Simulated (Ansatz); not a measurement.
System: AlGa₃N₄.

```
CELL_PARAMETERS angstrom
4.46534 0.00000 4.46534
4.46534 0.00000 -4.46534
0.00000 4.46534 0.00000
ATOMIC_POSITIONS crystal
Al 0.00000 0.00000 0.00000
Al 0.50000 0.50000 0.00000
Ga 0.24604 0.24604 0.50000
Ga 0.74604 0.74604 0.50000
Ga 0.00792 0.50000 0.00000
Ga 0.50792 0.00000 0.00000
Ga 0.24604 0.75396 0.50000
Ga 0.74604 0.25396 0.50000
N 0.49766 0.25535 0.75535
N 0.99766 0.75535 0.75535
N 0.25769 0.50000 0.24932
N 0.75769 0.00000 0.24932
N 0.49766 0.74465 0.75535
N 0.99766 0.24465 0.75535
N 0.24699 0.00000 0.23998
N 0.74699 0.50000 0.23998
```

Space group Cm; a structure from a database of computed crystals, not necessarily the ambient phase; not relaxed (largest force 0.5 eV/Å).

Theory: DFT r2SCAN, scalar-relativistic, plane waves, PAW in Ansatz 0.2.0.

Question: What will maps of the valence pseudo-density and electron localisation function show?

Answer: Al–N (1.89 Å): ρ at the midpoint is about 0.7 e/Å³; the ELF peaks at about 0.90 between the atoms (a polar covalent bond).
Ga–N (1.96 Å): ρ is about 0.73 e/Å³ halfway; the ELF peaks at about 0.85 in the valence shell of N, 0.7 Å from its nucleus, and is about 0.45 at the midpoint.

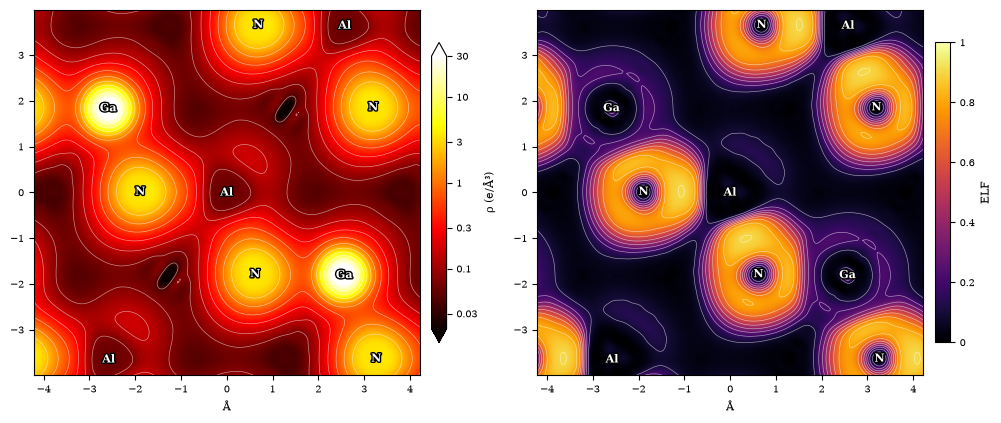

Computed valence pseudo-density and electron localisation function on the (111) plane of the conventional cell, in this order. 

The density is the valence pseudo-density of a PAW calculation; it isn't the true density close to the nuclei.
